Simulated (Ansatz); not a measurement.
**AlN (P6_3mc):Ge_Al, thermodynamic levels from a 72-atom cell**

Charge states of Ge_Al in AlN (P6_3mc), set against the band edges. Model: a cell of 72 host atoms with 1 Al taken out and 1 Ge put in.

Method: place-levels on r2SCAN runs: charge-transition levels and formation energies with image-charge correction and potential alignment at the atomic sites; PAW set soft_1, in Ansatz 0.2.0.

## Step 1: The starting structure

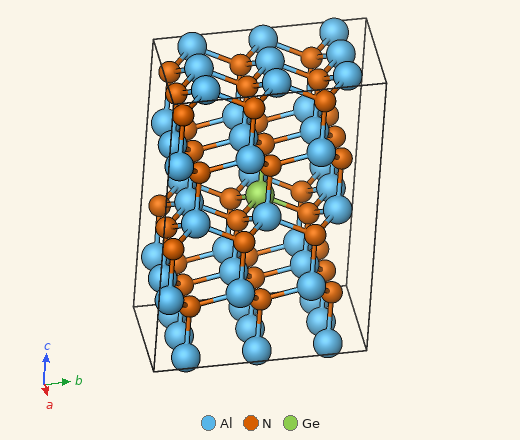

The cell as given, slightly off an axis (aluminium blue, nitrogen orange, germanium green). Some periodic images of atoms are drawn too.

The cell holds 72 atoms: 35 Al, 36 N and 1 Ge. Its edges and angles: a = 9.320 Å, b = 9.320 Å, c = 9.956 Å, α = 90.0°, β = 90.0°, γ = 120.0°. It derives from AlN (space group P6_3mc). Nearest the centre at fractional (0.444, 0.556, 0.500): Ge34 at 0.00 Å, N11 at 1.89 Å, N43 at 1.89 Å, N35 at 1.89 Å, N40 at 1.90 Å, Al9 at 3.07 Å, Al13 at 3.07 Å, Al41 at 3.07 Å.

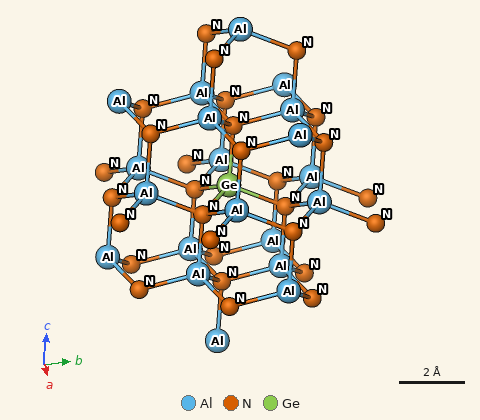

The atoms within 5 Å of the centre.

Coordinates:

```xyz
72
Lattice="9.3196 0.0000 0.0000 -4.6598 8.0710 0.0000 0.0000 0.0000 9.9565" Properties=species:S:1:pos:R:3 pbc="T T T"
Al    1.5533    0.8968    2.4852
Al    0.0000    1.7936    4.9743
N     1.5533    0.8968    4.3848
N     0.0000    1.7936    1.8957
Al    1.5533    0.8968    7.4634
Al    0.0000    1.7936    9.9525
N     1.5533    0.8968    9.3631
N     0.0000    1.7936    6.8739
Al    0.0000    3.5871    2.4852
Al   -1.5533    4.4839    4.9743
N     0.0000    3.5871    4.3848
N    -1.5533    4.4839    1.8957
Al    0.0000    3.5871    7.4634
Al   -1.5533    4.4839    9.9525
N     0.0000    3.5871    9.3631
N    -1.5533    4.4839    6.8739
Al   -1.5533    6.2774    2.4852
Al   -3.1065    7.1742    4.9743
N    -1.5533    6.2774    4.3848
N    -3.1065    7.1742    1.8957
Al   -1.5533    6.2774    7.4634
Al   -3.1065    7.1742    9.9525
N    -1.5533    6.2774    9.3631
N    -3.1065    7.1742    6.8739
Al    4.6598    0.8968    2.4852
Al    3.1065    1.7936    4.9743
N     4.6598    0.8968    4.3848
N     3.1065    1.7936    1.8957
Al    4.6598    0.8968    7.4634
Al    3.1065    1.7936    9.9525
N     4.6598    0.8968    9.3631
N     3.1065    1.7936    6.8739
Al    3.1065    3.5871    2.4852
Ge    1.5533    4.4839    4.9743
N     3.1065    3.5871    4.3848
N     1.5533    4.4839    1.8957
Al    3.1065    3.5871    7.4634
Al    1.5533    4.4839    9.9525
N     3.1065    3.5871    9.3631
N     1.5533    4.4839    6.8739
Al    1.5533    6.2774    2.4852
Al    0.0000    7.1742    4.9743
N     1.5533    6.2774    4.3848
N     0.0000    7.1742    1.8957
Al    1.5533    6.2774    7.4634
Al    0.0000    7.1742    9.9525
N     1.5533    6.2774    9.3631
N     0.0000    7.1742    6.8739
Al    7.7663    0.8968    2.4852
Al    6.2130    1.7936    4.9743
N     7.7663    0.8968    4.3848
N     6.2130    1.7936    1.8957
Al    7.7663    0.8968    7.4634
Al    6.2130    1.7936    9.9525
N     7.7663    0.8968    9.3631
N     6.2130    1.7936    6.8739
Al    6.2130    3.5871    2.4852
Al    4.6598    4.4839    4.9743
N     6.2130    3.5871    4.3848
N     4.6598    4.4839    1.8957
Al    6.2130    3.5871    7.4634
Al    4.6598    4.4839    9.9525
N     6.2130    3.5871    9.3631
N     4.6598    4.4839    6.8739
Al    4.6598    6.2774    2.4852
Al    3.1065    7.1742    4.9743
N     4.6598    6.2774    4.3848
N     3.1065    7.1742    1.8957
Al    4.6598    6.2774    7.4634
Al    3.1065    7.1742    9.9525
N     4.6598    6.2774    9.3631
N     3.1065    7.1742    6.8739
```

Known beforehand: the electronic dielectric constant, (4.49, 4.49, 4.72), and the static one, (8.15, 8.15, 9.65), computed on the host (DFPT, PBEsol, on the r2SCAN cell), and a cell off the functional's own equilibrium shifts the ionic part.

The cell's shortest repeat is 9.3 Å.

## Step 2: Charge states

Levels follow from differences of total energies between charge states, each relaxed by itself.

Each atom starts 0.05 Å or so off its site in a random direction: a symmetric start keeps its symmetry, and would miss off-centre moves and Jahn–Teller distortions. Forces are taken at one point at (¼, ¼, ¼). The cell holds 1 electron more than the neutral one, with a uniform background that keeps it neutral on the whole.

The sampling was tested on the host first: at the k-points planned (1x1x1 shifted 0.25 0.25 0.25) its energy lies -0.014 eV an atom from the dense-mesh value, under the bound of 0.02 eV set for this test; that bounds the host's error, not the defect's.

One state's input; the others differ in charge, spin, start and seed, and in occupations where the table says so.

The input, qm1.relax/input.yaml:

```yaml
crystal:
  lattice:
    - [3.10652185, 3.0e-08, 0.0]
    - [-1.55326095, 2.69032682, 0.0]
    - [0.0, 0.0, 4.97823886]
  atoms:
    - { symbol: Al, position: [0.66666667, 0.33333333, 0.49920333] }
    - { symbol: Al, position: [0.33333333, 0.66666667, 0.99920333] }
    - { symbol: "N", position: [0.66666667, 0.33333333, 0.88079667] }
    - { symbol: "N", position: [0.33333333, 0.66666667, 0.38079667] }
  supercell: [3, 3, 2]
  defects: [{ substitution: { at: 33, symbol: Ge } }]
total_charge: -1
basis:
  ecutwfc: 500
  xc_grid: 2
hamiltonian:
  xc: r2scan
  pseudopotentials: { kind: paw, azcp: { folder: soft_1 } }
kpoints:
  mp_grid: { grid: [1, 1, 1], shift: [0.25, 0.25, 0.25] }
scf:
  occupations: { method: fixed }
  max_iter: 60
output:
  forces: true
  charged_corrections: { epsilon: [4.49, 4.49, 4.72], static_epsilon: [8.15, 8.15, 9.65] }
relax:
  f_tol: 0.02
  max_steps: 80
  random_displacement: { amplitude: 0.05, seed: 6133 }
checkpoint:
  write: "../qm1.relax.run"
  compress: false
  write_wavefunctions: true
  write_every: 100000
```

Command:

```console
$ ansatz run input.yaml --threads 4 --pin off --max-ram 7536MiB --backend cpu --events-out ev --progress --plain --runs-dir out
```

Defect states can disperse in a cell of this size, so the energy is taken again at a 2×2×2 shifted mesh, on the relaxed structure.

The run of this state that the levels use, under r2SCAN:

The input, qm1.point/input.yaml:

```yaml
crystal:
  checkpoint: "../qm1.relax.run"
  host: checkpoint
total_charge: -1
basis:
  ecutwfc: 500
  xc_grid: 2
hamiltonian:
  xc: r2scan
  pseudopotentials: { kind: paw, azcp: { folder: soft_1 } }
kpoints:
  mp_grid: { grid: [2, 2, 2], shift: [0.5, 0.5, 0.5] }
scf:
  occupations: { method: fermi_dirac, width: 0.01 }
  max_iter: 60
output:
  forces: true
  eigenvalues: true
  charged_corrections:
    epsilon: [4.49, 4.49, 4.72]
    static_epsilon: [8.15, 8.15, 9.65]
    defect_position: [0.444444, 0.555556, 0.499602]
  eigenstates: { localisation: true }
  populations: true
  band_densities: [{ bands: [v1, v1] }, { bands: [c1, c1] }]
  write_density: true
  write_potential: true
  volumetric_format: npy
checkpoint:
  read: "../qm1.relax.run"
  write: "../qm1.point.run"
  compress: false
  write_wavefunctions: false
  write_every: 100000
```

Relaxations under r2SCAN at one point at (¼, ¼, ¼); times on 4 threads of Arm Neoverse V1, shared host:

```
charge  moment (μB)  occupations    outcome  steps  largest displacement against the far atoms (Å)     time
    −1            0        fixed  converged     12                                            0.85  2.6 min
     0            1        fixed  converged     10                                            0.20  4.9 min
    +1            0        fixed  converged      5                                            0.04     74 s
```

Single points under r2SCAN at a 2×2×2 shifted mesh; times on 4 threads of Arm Neoverse V1, shared host:

```
charge  moment (μB)  occupations    outcome     time
    −1            0  fermi-dirac  converged     77 s
     0            1  fermi-dirac  converged  3.4 min
    +1            0  fermi-dirac  converged     83 s
```

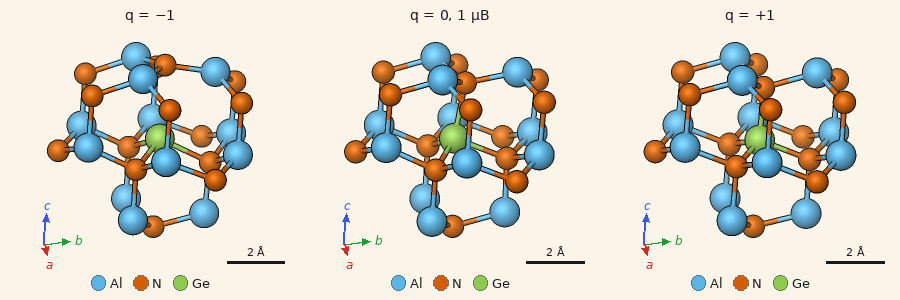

The structures near the centre after relaxation with r2SCAN, by charge.

Distances (Å) from Ge34 to the nearest atoms after relaxation with r2SCAN:

```
charge  moment (μB)      1.      2.      3.      4.       5.       6.
    −1            0  N 2.01  N 2.01  N 2.01  N 2.71  Al 3.09  Al 3.09
     0            1  N 1.98  N 1.98  N 1.99  N 2.02  Al 2.94  Al 2.94
    +1            0  N 1.87  N 1.87  N 1.87  N 1.88   N 3.08  Al 3.09
```

## Step 3: Levels against the band edges, r2SCAN

A charged cell interacts with its images and the background, and its potential has another zero than the host's. place-levels removes the first by a point-charge model, screened by the static dielectric constant since the ions have relaxed around the charge, and the second by comparing potentials at atoms far from the defect.

The host is a run of the defect-free crystal in the same cutoffs, grids and k-points, so that basis and sampling errors cancel in part in the differences. The host is run in a cell of 8 atoms on a matching mesh. Its band edges are searched through the zone by a band path, so the gap is smaller than, or equal to, that on the mesh. Chemical potentials are energies per atom of Al (fcc) and Ge (diamond), run with the same functional and cutoff.

The input, levels.point.yaml:

```yaml
host:
  run: host.point.run
states: [qm1.point.run, q0_M1.point.run, qp1.point.run]
geometry_from:
  qm1.point.run: qm1.relax.run
  q0_M1.point.run: q0_M1.relax.run
  qp1.point.run: qp1.relax.run
  host.point.run: host.relax.run
chemical_potentials:
  Al:
    energy: -540.418346
    dataset: <sha256 of the dataset>
  Ge:
    energy: -4302.915218
    dataset: "<sha256 of the dataset>"
epsilon: [4.49, 4.49, 4.72]
static_epsilon: [8.15, 8.15, 9.65]
vertical:
  - { from: qm1.point.run, to: qm1.point_neutral.run }
  - { from: qp1.point.run, to: qp1.point_neutral.run }
```

Command:

```console
$ ansatz place-levels levels.point.yaml -- --threads 4 --pin off --max-ram 7536MiB
```

Numbers of over 12 decimals in the logs are rounded to 6 here.

Output:

```text
[... repeated set-up lines and file paths are left out, and long positions are rounded to six places ...]
(+1/0) 4.571 eV above the valence edge, 0.307 eV under the conduction edge; not on the lower envelope
(0/-1) 3.727 eV above the valence edge, 1.151 eV under the conduction edge; not on the lower envelope
(+1/-1) 4.149 eV above the valence edge, 0.729 eV under the conduction edge: charges between them are lowest nowhere
formation energy of charge +1: +0.878 eV with the Fermi level at the valence edge
formation energy of charge 0: +5.449 eV with the Fermi level at the valence edge
formation energy of charge -1: +9.176 eV with the Fermi level at the valence edge
vertical -1 to 0: no energy, since no alignment is typed
  the change from vertical[0].from (qm1.point.run) to vertical[0].to (qm1.point_neutral.run): by its potential at epsilon [4.49, 4.49, 4.72] it stands at 0.460 0.539 0.546, with an rms radius of about 2.0 Å (0.8 0.8 1.7 Å across the planes of the cell's [...]
vertical +1 to 0: no energy, since no alignment is typed
  the change from vertical[1].from (qp1.point.run) to vertical[1].to (qp1.point_neutral.run): by its potential at epsilon [4.49, 4.49, 4.72] it stands at 0.504 0.496 0.455, with an rms radius of about 3.5 Å (1.9 1.9 2.2 Å across the planes of the cell's [...]
  edges by r2scan, gap 4.878 eV; the host is sampled to repeats of 18.64 Å
  the defect's cells are sampled to repeats of 18.64 Å, like sampling
  charge +1: -37194.0486 eV with its correction of +0.387 eV, at epsilon [8.15, 8.15, 9.65], aligned at sites: +0.1239 eV, mean over 33 atomic sites at or beyond 4.66 Å from the host's site at [0.4444, 0.5556, 0.4997] by the defect at [0.4444, 0.5556, [...]
  charge 0: +0.000 eV for its dipole among its images, +0.000 omitted
  charge -1: -37171.9144 eV with its correction of +0.083 eV, at epsilon [8.15, 8.15, 9.65], aligned at sites: +0.1800 eV, mean over 33 atomic sites at or beyond 4.66 Å from the host's site at [0.4444, 0.5556, 0.4997] by the defect at [0.4444, 0.5556, [...]
  of states[2] (qp1.point.run): it parts from the run at its places by a charge that spreads by about 1.9 Å along one vector (1.4 Å or more is wide), by its potential at epsilon [4.49, 4.49, 4.72], taken for that of held ions (one typed too small widens it), [...]
  of states[1] (q0_M1.point.run): its displacements don't fall off away from the defect: farther atoms stand 0.014 Å off the host's places. [...]
  of states[0] (qm1.point.run): its displacements don't fall off away from the defect: farther atoms stand 0.031 Å off the host's places. [...]
  of vertical[0].from (qm1.point.run): its displacements don't fall off away from the defect: farther atoms stand 0.031 Å off the host's places. [...]
  of vertical[0].to (qm1.point_neutral.run): its displacements don't fall off away from the defect: farther atoms stand 0.031 Å off the host's places. [...]
  of vertical[1].from (qp1.point.run): it parts from the run at its places by a charge that spreads by about 1.9 Å along one vector (1.4 Å or more is wide), by its potential at epsilon [4.49, 4.49, 4.72], taken for that of held ions (one typed too small [...]
  of vertical[1].to (qp1.point_neutral.run): its moments are held at its close (magnetization.spin_locking), by a field of 0.085 eV a Bohr magneton, and its energy and levels are of the state that this holds: a run that lets them go can end lower; [...]
```

The job ended after 0.37 s (4 threads of Arm Neoverse V1, shared host).

Levels between the charges placed, in eV above the valence top:

```
        gap (eV)  (+1/0)  (0/−1)
r2SCAN      4.88    4.57    3.73
```

Corrections by state:

```
charge  moment (μB)  image terms and alignment (eV)  band filling (eV)                               ε used  over the lowest of its charge, as the program ranks them, band filling apart (eV)
    +1          0.0                           0.387                  -  principal values (8.15, 8.15, 9.65)                                                                              0.000
     0          1.0                           0.000                  -                                    -                                                                              0.000
    −1          0.0                           0.083                  -  principal values (8.15, 8.15, 9.65)                                                                              0.000
```

The charged structures listed were also run neutral, and place-levels reads from each pair, by the potential or the spins, how wide the charge is by which they differ; that can be the carrier of either run.

```
charge  rms radius (Å)  spread where it is widest against the cell (Å)  wide from (Å)  reading
    +1             3.5                                            1.90           1.40     wide
    −1             2.0                                            1.70           1.72   narrow
```

The neutral runs of these pairs need not share the spin of the lowest neutral state, and very wide values only mean spread over the cell.

From the program's caveats on the states, each cut to its opening words:

- charge +1: it parts from the run at its places by a charge that spreads by about 1.9 Å along one vector (1.4 Å or more is wide), by its potential at epsilon [4.49, 4.49, [...]
- charge 0 (1 μB): its displacements don't fall off away from the defect: farther atoms stand 0.014 Å off the host's places
- charge 0 (1 μB): flagged: stability check not made
- charge −1: its displacements don't fall off away from the defect: farther atoms stand 0.031 Å off the host's places

Chemical potentials of the elements' reference phases, run alike. Formation energy by charge state (elemental references; gap 4.88 eV):

```
charge  at valence top (eV)  at conduction bottom (eV)  correction included (eV)
    +1                 0.88                       5.76                      0.39
     0                 5.45                       5.45                      0.00
    −1                 9.18                       4.30                      0.08
```

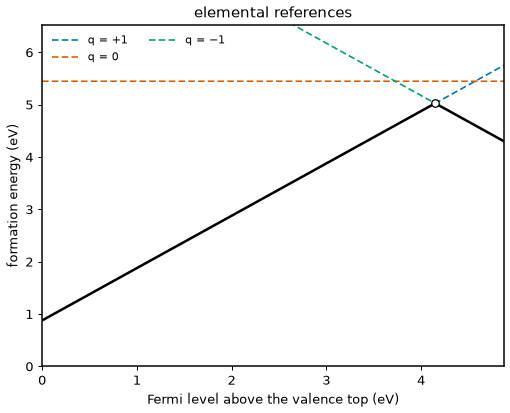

Formation energy against Fermi level; the thick line follows the lowest charge state and circles mark the transition levels.

## Step 4: Effect of the sampling

The relaxations' own energies give the levels at their sampling, for comparison.

The input, levels.relax_mesh.yaml:

```yaml
host:
  run: host.relax.run
states: [qm1.relax.run, q0_M1.relax.run, qp1.relax.run]
chemical_potentials:
  Al:
    energy: -540.418346
    dataset: <sha256 of the dataset>
  Ge:
    energy: -4302.915218
    dataset: "<sha256 of the dataset>"
```

Command:

```console
$ ansatz place-levels levels.relax_mesh.yaml -- --threads 4 --pin off --max-ram 7536MiB
```

Output:

```text
[...]
formation energy of charge +1: +0.841 eV with the Fermi level at the valence edge
formation energy of charge 0: +5.454 eV with the Fermi level at the valence edge
formation energy of charge -1: +9.270 eV with the Fermi level at the valence edge
  edges by r2scan, gap 4.886 eV; the host is sampled to repeats of 13.64 Å
[... the lines on each state left out ...]
```

It took 0.13 s on 4 threads.

Levels between neighbouring charges, in eV above the valence top:

```
                        gap (eV)  (+1/0)  (0/−1)
one point at (¼, ¼, ¼)      4.89    4.61    3.82
  a 2×2×2 shifted mesh      4.88    4.57    3.73
```

Going from one point at (¼, ¼, ¼) to a 2×2×2 shifted mesh moves the levels that carry no band-filling term by up to 0.09 eV and formation energies against the elements by up to 0.09 eV.

## Step 5: Outcome

| Item | Value |
| --- | --- |
| gap of the host | 4.88 eV (r2SCAN) |
| level (plus 1/0) | 4.57 eV above the valence top, not a change between lowest states |
| level (0/minus 1) | 3.73 eV above the valence top, not a change between lowest states |
| level (plus 1/minus 1) | 4.15 eV above the valence top |
| lowest of the charges placed, just above the valence top (0.02 eV) | +1 |
| lowest of the charges placed, just below the conduction bottom (0.02 eV) | −1 |
| lowest formation energy at mid-gap of the charges run, elemental references | 3.32 eV |

**Reading.** Of the charges placed (−1, 0 and +1), the lowest changes at 4.15 eV (+1/−1) above the valence top, in a gap of 4.88 eV. (+1/−1) passes over charge 0, which lies 0.42 eV above the two there; a lower structure or spin state of it, if missed, would change that. Charges above +1 and below −1 were not placed, so these runs say nothing of levels that involve them. States placed: +1 at 0 μB; 0 at 1 μB; −1 at 0 μB. Other spin states or structures, where not listed, weren't placed. Ge is taken at its element; compounds, which aren't counted here, bound the chemical potentials and would shift these formation energies. Going from one point at (¼, ¼, ¼) to a 2×2×2 shifted mesh moves the levels that carry no band-filling term by up to 0.09 eV and formation energies against the elements by up to 0.09 eV. Keep in mind: r2SCAN makes the gap too small and tends to spread out bound carriers; where a gas molecule sets a chemical potential or the host's formation energy, its binding is uncorrected.

[Logs are printed without paths, hosts, clocks, repeated set-up lines and the standing remarks that a program may print on its own settings, such as how far it seeks lower states.]

[Hosts, paths, dates, database ids (printed as entryN), source tags and the programs' standing remarks are cut or masked in the printed files.]

[Where a table of states has a column of steps, it counts the stored structures, which are thinned; the runs took as many ionic steps or more.]

[A defect's name tells the site on which it was built; relaxed atoms can leave that site.]

[For some hosts the program warned that the k-mesh of the response run may be too coarse for force constants and the static dielectric constant; such warnings are not shown here.]
